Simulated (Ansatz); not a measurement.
System: CoSi₂.

Input

```
crystal:
  lattice:
    - [2.8005363181, 2.8005363181, 0.0]
    - [-2.649789746, 2.649789746, 0.0]
    - [0.0, 0.0, 5.2995794919]
  atoms:
    - { symbol: Co, position: [0.0, 0.0, 0.0] }
    - { symbol: Co, position: [0.5, 0.5, 0.5] }
    - { symbol: Si, position: [0.0, 0.5, 0.7458136558] }
    - { symbol: Si, position: [0.5, 0.0, 0.7541863442] }
    - { symbol: Si, position: [0.5, 0.0, 0.2458136558] }
    - { symbol: Si, position: [0.0, 0.5, 0.2541863442] }
basis:
  ecutwfc: 420
kpoints:
  mp_grid: { grid: [10, 10, 8] }
hamiltonian:
  xc: pbe
scf:
  occupations: { method: gaussian, width: 0.1 }
output:
  forces: true
  stress: true
  eigenvalues: true
  write_density: true
  write_potential: true
  elf: true
  volumetric_format: npy
relax:
  adjacent_minimum: "off"
  f_tol: 0.008
  max_steps: 40
  cell: { stress_tol: 0.015, fix: [a, angles] }
```

Launched as:

```sh
ansatz run input.yaml --threads 1 --pin off --max-ram 2560MiB --backend cpu --events-out ev --progress --plain --runs-dir out
```

Below, planes, directions and counts refer to the conventional cell (a = 3.78 Å, b = 3.96 Å, c = 5.25 Å, α = 90.00°, β = 90.00°, γ = 90.00°).

The fields are those of the run's last geometry, not of the input's.

Space group Immm; changed on purpose from its base cell (uniaxial strain along a, b, c and atoms relaxed: +4.5 %); computed pressure about −3 GPa in this cell; computed without spin polarisation.

Method: Ansatz, DFT PBE, scalar-relativistic, plane waves, PAW.

> What will maps of the valence pseudo-density and electron localisation function show?

Co–Si (2.32 Å): the density is about 0.49 e/Å³ at the midpoint; the ELF peaks at about 0.75 in the valence shell of Si, 0.9 Å from its nucleus, and is about 0.50 at the midpoint.
Si–Si (2.57 Å): ρ at the midpoint is about 0.37 e/Å³; the ELF peaks at about 0.75 between the atoms.

> Metal or insulator at this level of theory?

It is metallic or semimetallic at this level of theory: no gap opens.

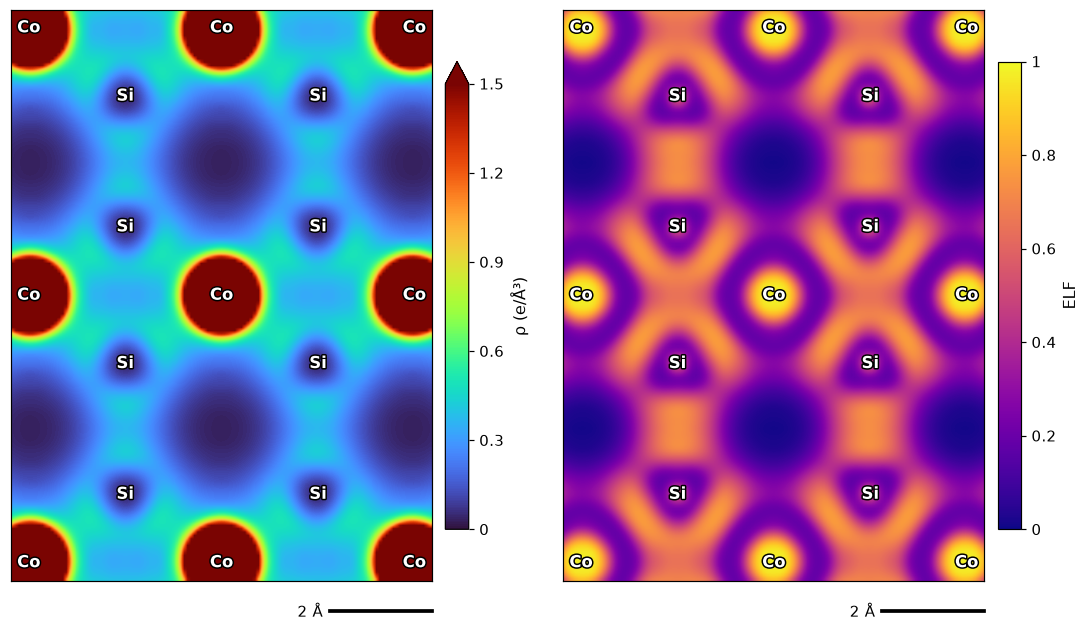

Computed valence pseudo-density and electron localisation function on the (010) plane of the conventional cell, in this order. 

The density is the valence pseudo-density of a PAW calculation; it isn't the true density close to the nuclei.
